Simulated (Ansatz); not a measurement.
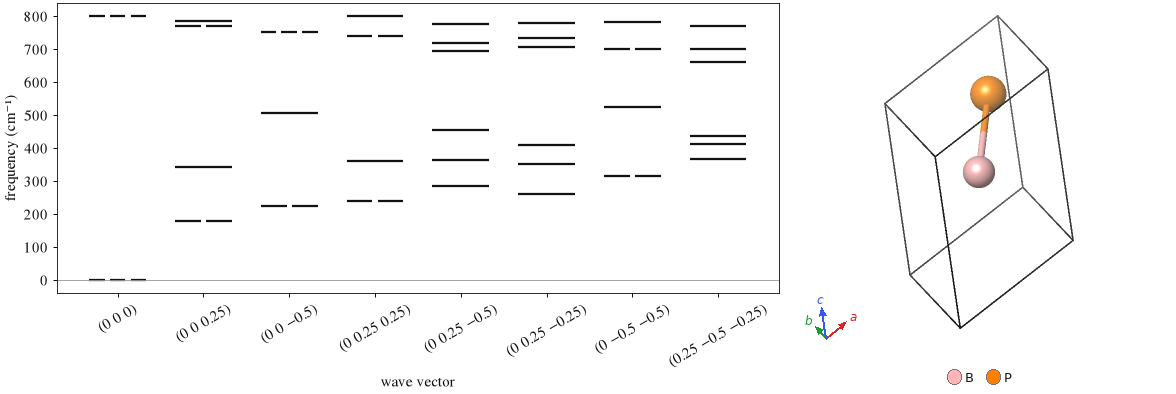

The figure shows the phonon frequencies at several wave vectors (in fractions of the reciprocal vectors of the given cell) for BP, space group F-43m (No. 216) (cell built by us, not taken from a database). Imaginary frequencies are drawn as negative. The cell is drawn beside the plot.

The given structure:
```yaml
crystal:
  lattice:
    - [0.00000, 2.27417, 2.27417]
    - [2.27417, 0.00000, 2.27417]
    - [2.27417, 2.27417, 0.00000]
  atoms:
    - { symbol: B, position: [0.50000, 0.50000, 0.50000] }
    - { symbol: P, position: [0.75000, 0.75000, 0.75000] }
```

Computed with Ansatz 0.2.0: harmonic phonon frequencies at the irreducible points of a q mesh with atoms at rest in the given cell, q in fractions of the reciprocal cell vectors, no long-range term at q = 0, imaginary frequencies are negative, the first points where there are many; plane waves with PAW datasets. Level: PBE, no spin polarisation.

wave cutoff 420 eV; k mesh 12×12×12; occupations fixed; pressure 0 GPa; phonon method linear response; q mesh 4×4×4.

**What do the frequencies say about stability?**

No frequency is imaginary, so the structure is stable to these displacements at the wave vectors computed.

**Where does the highest mode lie?**

The highest mode among the wave vectors computed lies at 799.6 cm⁻¹, at (0 0 0) (at the zone centre itself the field of polar modes is left out).
